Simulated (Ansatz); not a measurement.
Wannier-function calculation of CaO

CaO (P6₃/mmc, 4 atoms in the cell), computed with maximally localised Wannier functions of PBE bands, plane waves, PAW, no spin polarisation (Ansatz 0.2.0).

The structure was built on a prototype by a generator. The geometry comes from this level: r2SCAN. It belongs to a series of runs on one base structure; here: anion s p. Figures and captions count atoms from 1; the log counts them from 0 in places.

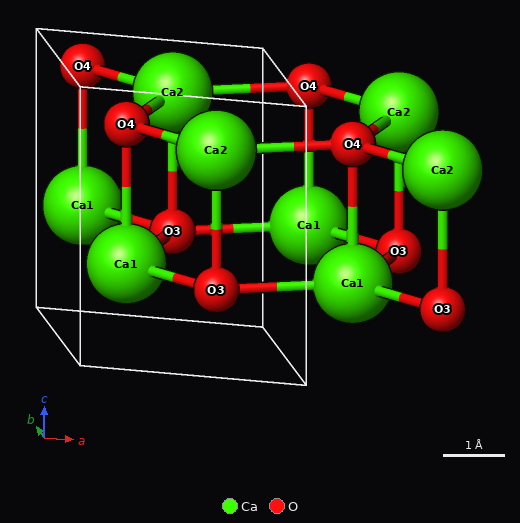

Figure 1. The structure (ball-and-stick view of the cell of the calculation, repeated 2 × 2 × 1, seen slightly off an axis; atoms are numbered from 1 in the order of the input).

### Key numbers

| quantity | value |
| --- | --- |
| outcome | converged |
| space group (tolerance 0.01 Å) | P6₃/mmc (194) |
| electrons treated | 32 |
| free energy | −4775.1801 eV |
| total spread of the Wannier functions | 8.547 Å² |
| Fermi energy | 5.920 eV |
| gap on the k-point mesh | 3.20 eV |
| hardware | 4 threads of Arm Neoverse N1, 54 GiB of memory available, shared host |
| wall time | 4.1 s (CPU time 13 s) |
| peak memory | 0.31 GiB |

### Input
```yaml
crystal:
  lattice:
    - [3.9810268818, 0.0, 0.0]
    - [-1.9905134409, 3.4476704128, 0.0]
    - [0.0, 0.0, 4.7701152067]
  atoms:
    - { symbol: Ca, position: [0.3333333333, 0.6666666667, 0.25] }
    - { symbol: Ca, position: [0.6666666667, 0.3333333333, 0.75] }
    - { symbol: O, position: [0.6666666667, 0.3333333333, 0.25] }
    - { symbol: O, position: [0.3333333333, 0.6666666667, 0.75] }
kpoints:
  mp_grid: { grid: [6, 6, 4] }
  band_path:
    path:
      - [[0.0, 0.0, 0.0], [0.5, -1.7226868224e-17, 1.929067111368e-35], [0.3333333333333, 0.3333333333333, 3.858134222737e-35], [0.0, 0.0, 0.0], [0.0, 3.761979577849e-53, 0.5], [0.5, -1.7226868224e-17, 0.5], [0.3333333333333, 0.3333333333333, 0.5], [0.0, 3.761979577849e-53, 0.5]]
      - [[0.5, -1.7226868224e-17, 0.5], [0.5, -1.7226868224e-17, 1.929067111368e-35]]
      - [[0.3333333333333, 0.3333333333333, 0.5], [0.3333333333333, 0.3333333333333, 3.858134222737e-35]]
    npoints: 10
hamiltonian:
  xc: pbe
scf:
  occupations: { method: fixed }
  n_extra_bands: 6
output:
  forces: false
  stress: false
  eigenvalues: true
  wannier:
    kmesh: [6, 6, 4]
    projections: [{ species: O, l: s, shell: 2 }, { species: O, l: p, shell: 2 }]
    minimise: true
    write_hr: true
    conv_tol: 1.0e-08
    max_iter: 3000
```

### File wannier.win
```
! ansatz wannier90 interface
! projections by site (counted from 0) and shell: 2 2S, 3 2S, 2 2P, 3 2P
! states of the run's bands (counted from 1): 9-16
! their least projectability: 0.8853
num_bands = 8
num_wann  = 8
num_iter  = 2000
conv_tol = 1e-8
conv_window = 5
guiding_centres = true
shell_list = 2 1
write_hr = true

begin unit_cell_cart
Ang
        3.981026881807188                      0.0                      0.0
       -1.990513440903594       3.4476704127937747                      0.0
                      0.0                      0.0             4.7701152067
end unit_cell_cart

begin atoms_frac
Ca        0.3333333333333333       0.6666666666666666                     0.25
Ca        0.6666666666666666       0.3333333333333333                     0.75
O         0.6666666666666666       0.3333333333333333                     0.25
O         0.3333333333333333       0.6666666666666666                     0.75
end atoms_frac

mp_grid = 6 6 4
```

Command:
```bash
ansatz run input.yaml --threads 4 --pin off --max-ram 3686MiB --backend cpu --events-out ev --progress --plain --runs-dir out
```

### Log
```
scf.n_extra_bands = 6 over 16 filled bands (N_el = 32.0): the run solves 22 bands
Engine: ansatz 0.2.0, aarch64-unknown-linux-gnu
Pseudopotentials: kind: paw
Pseudopotential: Ca, paw, valence charge 10, recommended cutoff 420 eV (normal), Ca.paw.azcp
Pseudopotential: O, paw, valence charge 6, recommended cutoff 420 eV (normal), O.paw.azcp
Functional definition: PBE
  parameter kappa = 0.804
  parameter beta = 0.06672455060314922
  exchange = pbe_x(kappa = kappa, mu = beta*pi^2/3)
  correlation = pbe_c(beta = beta)
Crystal: 4 atoms, lattice volume = 65.471 Å³
Basis set: ecut = 420 eV, 1311 PW (Γ)
Bands: 22, of which v1, the nominal top of the filled ones, is band 16 counted from 1 (15 counted from 0)
Symmetry: 24 space group operations
Space group: P63/mmc (ITA 194), of the structure as read, at distance tolerance 4.0e-5 Å
k-points: 21 of 144
Non-local potential: Ca, projectors of the file, l = 0: 3, l = 1: 2, l = 2: 2
Non-local potential: O, projectors of the file, l = 0: 2, l = 1: 2, l = 2: 1
PAW form: soft (Blöchl's): semilocal exchange-correlation on the pseudo side does not see the compensation charge
PAW one-centre angular grid: Ca, 110 points (default); XC on 64 Gauss nodes
PAW one-centre angular grid: O, 110 points (default); XC on 64 Gauss nodes
Initial density: superposition of atomic densities (neutral atoms: chi_scale 0, normalization atom), corrected by the library's trained network
Initial wavefunctions: pseudopotential atomic-orbital guess
Functional: x = pbe(κ = 0.804, μ = 0.2195149727645171), c = pbe(β = 0.06672455060314922)
SCF iter   1: F=—  HF=-4775.179077 eV  |F-HF|=—  |Δ(HF+E_count)|=         —  Δρ=8.65e-4  dr2=2.58e-4  ethr=1.77e-3  ⟨swp⟩=4.2  Hψ=1975  notcnv=0  defer=74
preconditioner: auto → Resta (q_TF=auto, 2.421 Å⁻¹)  ε∞=2.9  [insulator: Δε(μ)=3.203 eV  Ē_g=17.406 eV  n_scr=20 (ndim 8)  ℏωp=24.3 eV  f_vac=0.107  ε∞_Penn≈2.9]
SCF iter   2: F=—  HF=-4775.179984 eV  |F-HF|=—  |Δ(HF+E_count)|=   9.08e-4  Δρ=1.12e-3  dr2=8.11e-4  ethr=8.08e-7  ⟨swp⟩=2.4  Hψ=1050  notcnv=0  defer=83
SCF iter   3: F=—  HF=-4775.179957 eV  |F-HF|=—  |Δ(HF+E_count)|=   2.72e-5  Δρ=2.91e-4  dr2=3.69e-5  ethr=8.08e-7  ⟨swp⟩=2.0  Hψ=631  notcnv=0  defer=81
SCF iter   4: F=—  HF=-4775.180082 eV  |F-HF|=—  |Δ(HF+E_count)|=   1.25e-4  Δρ=2.60e-4  dr2=3.17e-5  ethr=1.15e-7  ⟨swp⟩=2.0  Hψ=617  notcnv=0  defer=64
SCF iter   5: F=—  HF=-4775.180097 eV  |F-HF|=—  |Δ(HF+E_count)|=   1.49e-5  Δρ=6.76e-5  dr2=2.83e-6  ethr=9.90e-8  ⟨swp⟩=2.0  Hψ=583  notcnv=0  defer=76
SCF iter   6: F=—  HF=-4775.180098 eV  |F-HF|=—  |Δ(HF+E_count)|=   9.58e-7  Δρ=1.97e-5  dr2=2.91e-7  ethr=8.86e-9  ⟨swp⟩=2.0  Hψ=540  notcnv=0  defer=80
SCF iter   7: F=-4775.180098 eV  HF=-4775.180098 eV  |F-HF|=6.34e-8  |Δ(HF+E_count)|=   2.03e-9  Δρ=9.96e-6  dr2=7.42e-8  ethr=3.13e-10  ⟨swp⟩=8.3  Hψ=2181  notcnv=0
SCF 1 converged in 7 iterations: F = -4775.180098 eV  dr2 = 7.42e-8
  greatest PAW one-centre occupation: 0.995 electrons in one spin orbital (limit 2), on the Ca atom at site 1 (counted from 0), in its partial waves of l = 0
```

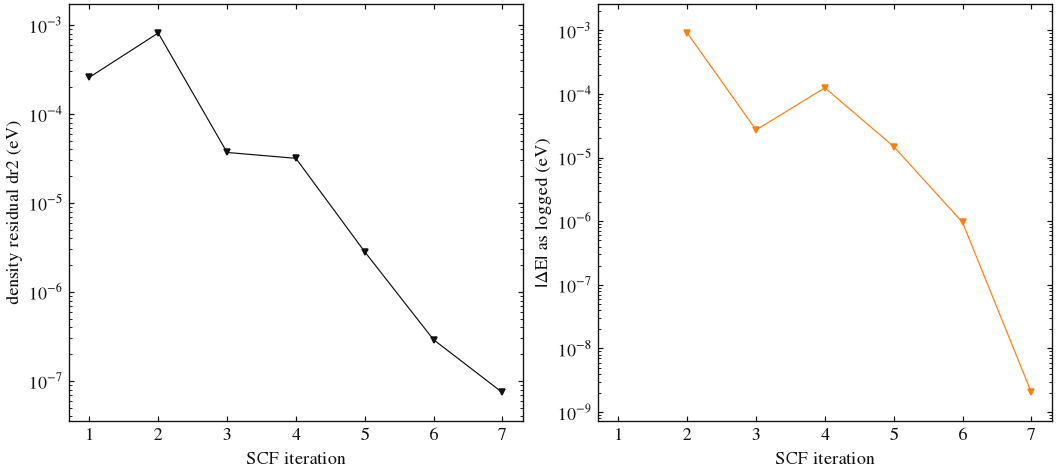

Figure 2. Convergence of the self-consistent field: density residual dr2 and size of the energy change against the SCF iteration. The residual comes down, with one marked jump up, by a factor of about 3, at step 2.

```
NSCF: frozen V_eff on 93 k-points
NSCF: frozen V_eff on 25 k-points
the Wannier pass solved 25 of the 144 points of its mesh, and has the states at the others by symmetry: states obtained by the crystal's operations at points that were solved too leave a residual of 2.74e-13 eV (read by the count's bands and the next), within 5.56e-6 eV
SCF converged after 7 iterations
Free energy (F): -4775.180098 eV
Harris-Foulkes:  -4775.180098 eV  (|F-HF|=6.34e-8)
Internal energy: -4775.180098 eV  (E = F + TS)
E sigma→0 (E₀):  -4775.180098 eV
Fermi energy:    5.919867 eV
--- Per-component energies (eV) ---
  E_band       = -258.787374
  E_kinetic    = 912.500168
  E_local      = -2170.195548  (includes V_loc(G=0)·N_el)
  E_nonlocal   = 223.227665
  E_hartree    = 756.079888
  E_xc         = -426.277470
  E_vxc        = -536.236305  (∫ρ·V_xc dr)
  E_paw        = -2032.711719  (= ΣΔE_a)
  E_vpaw       = -200.242871  (= ΣTr[D̂ρ^β])
  E_aug_tail   = 0.004856  (compensation charges beyond the density's cutoff)
  E_ewald      = -2037.807938
  E_smearing   = -0.000000  (= −TS)
  E_closure    = 0.000000  (closes the sum)
  Σ components = -4775.180098   (vs F -4775.180098, Δ=0.00e0)
--- Band table (eV; the first three rows and the last of 21) ---
  k-point 0: bands = ["-31.7030", "-31.5680", "-13.0506", "-12.8028", "-12.8028", "-12.6021", "-12.6021", "-12.4645", "-9.5119", "-9.3334", "4.7182", "4.7182", "4.7618", "4.7618", "4.8341", "5.9199", "9.1245", "12.0806", "12.0806", "13.6683", "13.7100", "14.3831"]
  k-point 1: bands = ["-31.6830", "-31.5875", "-13.0706", "-12.7730", "-12.7730", "-12.6813", "-12.6311", "-12.6311", "-9.2528", "-9.1543", "4.5112", "4.6692", "4.6692", "4.6928", "4.6928", "5.1207", "9.7113", "12.5669", "12.6379", "12.6379", "14.2749", "14.2749"]
  k-point 2: bands = ["-31.6349", "-31.6349", "-12.9815", "-12.9815", "-12.7017", "-12.7017", "-12.7017", "-12.7017", "-8.9936", "-8.9936", "4.3376", "4.3376", "4.6239", "4.6239", "4.6239", "4.6239", "10.9294", "10.9294", "13.7260", "13.7260", "13.7260", "13.7260"]
  k-point 20: bands = ["-31.6193", "-31.6193", "-13.5103", "-13.5103", "-12.8023", "-12.8023", "-12.4981", "-12.4981", "-8.4763", "-8.4763", "3.9430", "3.9430", "4.9892", "4.9892", "4.9991", "4.9991", "10.6912", "10.6912", "13.4135", "13.4135", "13.9699", "13.9699"]
Wannier search: line search 1 of at most 3000: gauge-dependent spread (as the search counts it) 1.8919440 Å², largest recent change 1.6e-2 Å² and fall left 9.1e-6 Å² against conv_tol 1.0e-8 Å², 0 stops escaped
```

### File wannier.spreads.toml
```
omega_i_ang2 = 7.56588911101349
omega_d_ang2 = 0.004792406753704786
omega_od_ang2 = 0.9765553223184145
omega_total_ang2 = 8.54723684008561
least_projectability = 0.8852522041015921
b_vectors_match_mmn = true
n_iter = 42
converged = true
rejected_fitted_steps = 1

[[wannier]]
r = [1.9905127406790666, 1.1492241118836546, 1.5313290847723124]
spread = 1.0449001785069143

[[wannier]]
r = [-0.0000006500559336735486, 2.29844683612135, 3.2387866341541987]
spread = 1.0449004417004097

[[wannier]]
r = [-0.28680311016101073, 2.132866437388911, 3.688845035391268]
spread = 1.0762392841353723

[[wannier]]
r = [0.000004935379651026237, 2.629616223125557, 3.688844342611665]
spread = 1.0762393278626305

[[wannier]]
r = [0.28679883695263614, 2.1328582718114, 3.6888439411510623]
spread = 1.0762393594146715

[[wannier]]
r = [1.703710233657632, 1.3148031106300604, 1.0812697176831398]
spread = 1.076239370764572

[[wannier]]
r = [2.277311773994758, 1.3148124228506177, 1.0812708639764306]
spread = 1.0762394286575319

[[wannier]]
r = [1.990519028107201, 0.8180542274044726, 1.0812712030658107]
spread = 1.0762394490437668

[[curvature_check]]
after_line_search = 14
omega_tilde_before_ang2 = 1.2775471088668648
krylov_steps = 42
lowest_ritz_value_ang2 = -0.6147793347656532
residual_ang2 = 1.0123540716545258e-17
settled = true
first_negative_step = 3
curvature_along_ang2 = -0.577904941755602
angle_rad = 0.5820692142856213
omega_tilde_after_ang2 = 1.1763482438717208
outcome = "escaped"

[[curvature_check]]
after_line_search = 42
omega_tilde_before_ang2 = 0.9813477290721192
krylov_steps = 38
lowest_ritz_value_ang2 = 0.006649064120160951
residual_ang2 = 8.801227432972409e-11
settled = true
outcome = "no-negative-curvature"
```

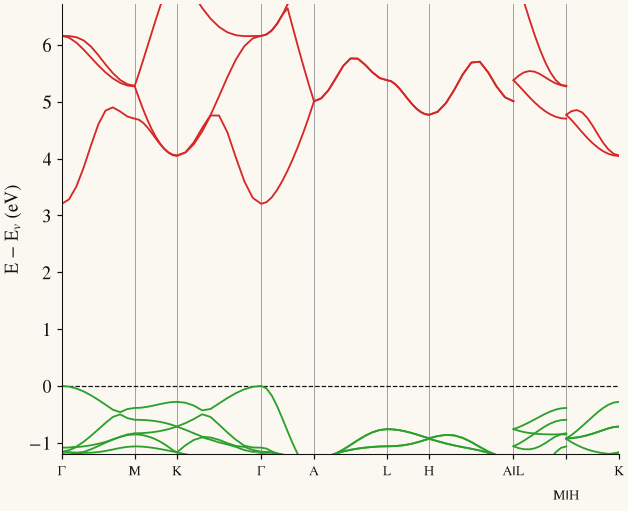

Figure 3. Band structure along Γ–M–K–Γ–A–L–H–A|L–M|H–K, with energies from the valence-band top. There is a gap of 3.20 eV on this path, direct, at Γ.
